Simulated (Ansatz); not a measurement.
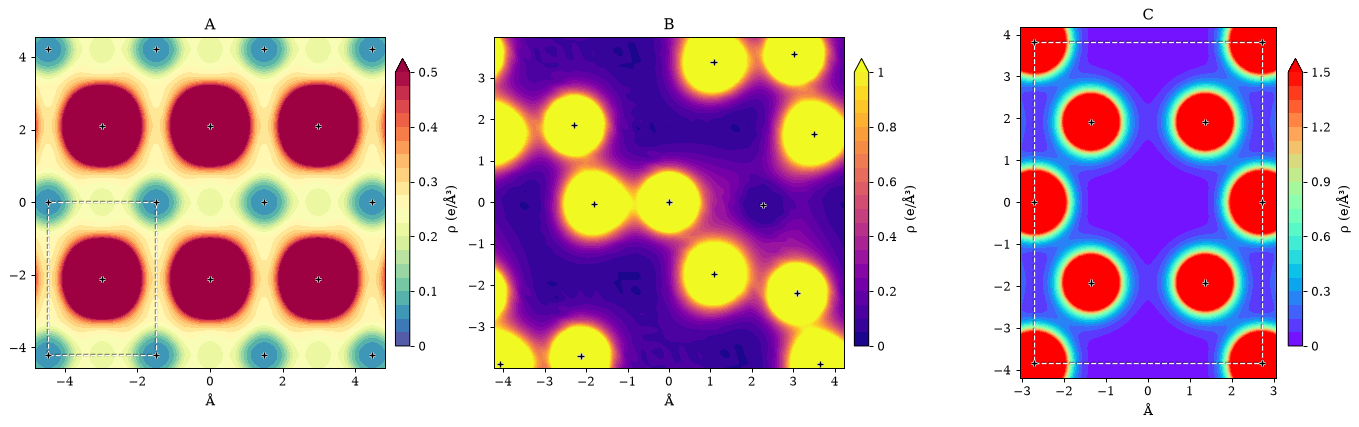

The valence charge density (pseudo) of 3 systems, each on a plane through atoms (crosses mark nuclei in the plane).

Theory: Ansatz, DFT PBEsol, scalar-relativistic, plane waves, PAW.

System 1: AlRu, the (011̄) plane of the conventional cell. Space group Pm-3m; a structure from a database of computed crystals, not necessarily the ambient phase; computed without spin polarisation.

System 2: Al5Ga12N16 (cell charge +1, with a compensating background) (cell with a defect), the (001) plane of the calculation cell. 

System 3: CaF2, the (110) plane of the conventional cell. Space group Fm-3m.

```xyz
12
Lattice="5.4208 0.0000 0.0000 0.0000 5.4208 0.0000 0.0000 0.0000 5.4208" Properties=species:S:1:pos:R:3 pbc="T T T"
Ca    0.0000    0.0000    0.0000
Ca    2.7104    2.7104    0.0000
Ca    2.7104    0.0000    2.7104
Ca    0.0000    2.7104    2.7104
F     1.3552    1.3552    1.3552
F     4.0656    4.0656    1.3552
F     4.0656    1.3552    4.0656
F     1.3552    4.0656    4.0656
F     4.0656    1.3552    1.3552
F     1.3552    4.0656    1.3552
F     1.3552    1.3552    4.0656
F     4.0656    4.0656    4.0656
```

Question: Which map belongs to which system?

Answer: Panel A is system 1, AlRu: the plane holds Al and Ru. Al–Ru (2.58 Å): ρ at the midpoint is about 0.37 e/Å³. Panel B is system 2, Al5Ga12N16: the plane holds Ga, N and Al. Ga–N (1.81 Å): the density is about 1 e/Å³ at the midpoint. Panel C is system 3, CaF2: the plane holds Ca and F. Ca–F (2.35 Å): the density is about 0.24 e/Å³ at the midpoint.
